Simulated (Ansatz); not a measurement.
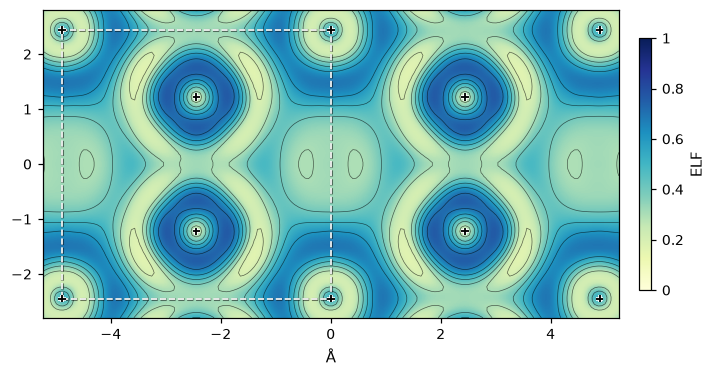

The electron localisation function on a plane through atoms (crosses mark nuclei in the plane).

Level of theory: Ansatz 0.2.0, DFT PBE, scalar-relativistic, plane waves, PAW.

Candidates:
A. CdSe, a = 6.32 Å, b = 6.32 Å, c = 6.32 Å, α = 90.00°, β = 90.00°, γ = 90.00°. Space group F-43m; a structure from a database of computed crystals, not necessarily the ambient phase; changed on purpose from its base cell (volume × 1.06); computed pressure about −2 GPa in this cell.
B. SiMo$_{3}$, a = 4.89 Å, b = 4.89 Å, c = 4.89 Å, α = 90.00°, β = 90.00°, γ = 90.00°. Space group Pm-3n; computed pressure about 3 GPa in this cell; computed without spin polarisation.

**Which candidate gave the map?**

Candidate B: SiMo$_{3}$ on the (010) plane of the conventional cell, which holds Si and Mo. Mo–Mo (2.44 Å): the ELF is about 0.30 at the midpoint. Si–Mo (2.73 Å): the ELF peaks at about 0.65 in the valence shell of Si, 0.9 Å from its nucleus, and is about 0.30 at the midpoint.
